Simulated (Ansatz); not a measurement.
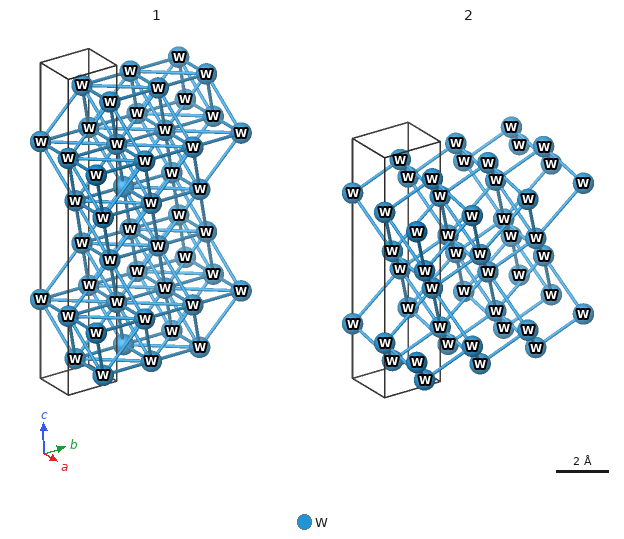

Two geometries of a crystal of W (built on the grey arsenic (A7)_166 type) (coarse preliminary run), drawn at one scale. One is the start of a relaxation, the other its converged end. Style: ball-and-stick. Shown: the conventional cell (3 times the calculation's cell), repeated 2 × 3 × 1 with one cell outlined, slightly off an axis. Lengths and directions refer to the drawn axes.

Theory: DFT PBE, scalar-relativistic, plane waves, PAW in Ansatz. (plane-wave cutoff 420 eV; k-point mesh 6 × 6 × 6; occupations gaussian; smearing width 0.1 eV; no spin polarisation; cell and atoms relaxed; force threshold 0.04 eV/Å; at most 70 steps)

**Which geometry has the lower energy?**

Structure 1 is the relaxed one. Case: grey arsenic (A7) type (R-3m, No. 166). After 11 accepted moves (13 points after the start) the energy has fallen by 1804 meV per atom. Largest force component: 8.6 eV/Å at the start, 0.00033 eV/Å at the end. Pressure: 48.44 GPa at the start and 0.05 GPa at the end. The SCF was repeated twice at an unchanged geometry on a basis and grid sized afresh for the cell, which shifted the energy by 36.2 meV per atom at most. The largest moves relative to the cell, 0.28 Å, are those of W atoms. Cell: a = b 3.462 → 3.007 Å (−13.1 %), c 9.629 → 12.672 Å (+31.6 %). Volume −0.7 %. Near-neighbour distances that change, for instance: W–W 3.462 → 3.007 Å, W–W 2.317 → 2.734 Å, W–W 2.854 → 2.734 Å. Among the angles between lasting bonds that change: W–W–W 96.7° → 66.7°, W–W–W 93.4° → 113.3°, W–W–W 164.8° → 180.0°. The space group stays R-3m (No. 166). The run took roughly 20 core-seconds on a shared host.
